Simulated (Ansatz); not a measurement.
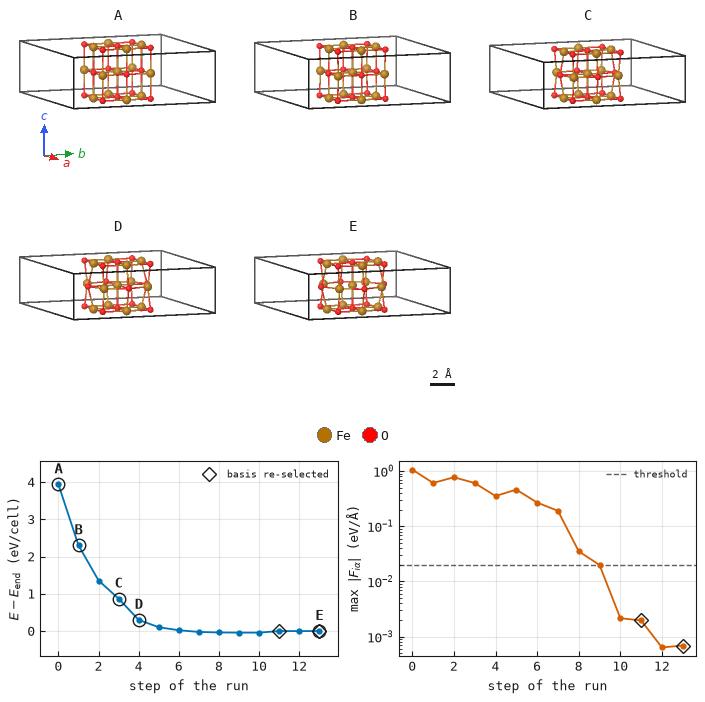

Frames of a relaxation of a wire of composition FeO, marked on the history of the run. Style: ball-and-stick. Shown: the cell of the calculation, with the vacuum cut short (origin shifted), slightly off an axis.

Case: wire along [0 0 1], 18 atoms a period.

These are results of Ansatz, DFT PBE, scalar-relativistic, plane waves, PAW, not measurements. (plane-wave cutoff 420 eV; k-point mesh 1 × 1 × 8; occupations gaussian; smearing width 0.05 eV; collinear spin; cell relaxed at fixed a, b, alpha, beta, gamma; force threshold 0.02 eV/Å; at most 45 steps)

Q: What happens along the run?

A: After 11 accepted moves (13 points after the start) the energy has fallen by 3.935 eV per cell of the calculation. The largest force component goes from 1.1 to 0.00069 eV/Å. The SCF was repeated twice at an unchanged geometry on a basis and grid sized afresh for the cell, which shifted the energy by 42.2 meV per cell of the calculation at most. The largest moves relative to the layer's centre, 0.67 Å, are those of O atoms. Largest moves by element: O 0.67 Å, Fe 0.37 Å. Along the periodic axis the drawn cell goes c 4.309 → 3.834 Å (−11.0 %). Some distances before and after: Fe–O 2.154 → 2.821 Å, Fe–O 2.154 → 1.917 Å, Fe–O 2.154 → 1.991 Å, Fe–O 2.154 → 2.284 Å. Bonds break: Fe–O (2.15 → 2.82 Å). Among the angles between lasting bonds that change: O–Fe–O 90.0° → 142.5°, Fe–O–Fe 180.0° → 127.5°, Fe–O–Fe 180.0° → 148.7°. From step 0 to 1: Fe atoms move most (0.10 Å), energy −1.635 eV per cell of the calculation. From step 1 to 3: O atoms move most (0.30 Å), energy −1.431 eV per cell of the calculation. From step 3 to 4: O atoms move most (0.20 Å), energy −0.569 eV per cell of the calculation. From step 4 to 13: O atoms move most (0.16 Å), energy −0.300 eV per cell of the calculation.

Limits of the set-up: the k-point mesh is coarse for a cell with partly filled bands.
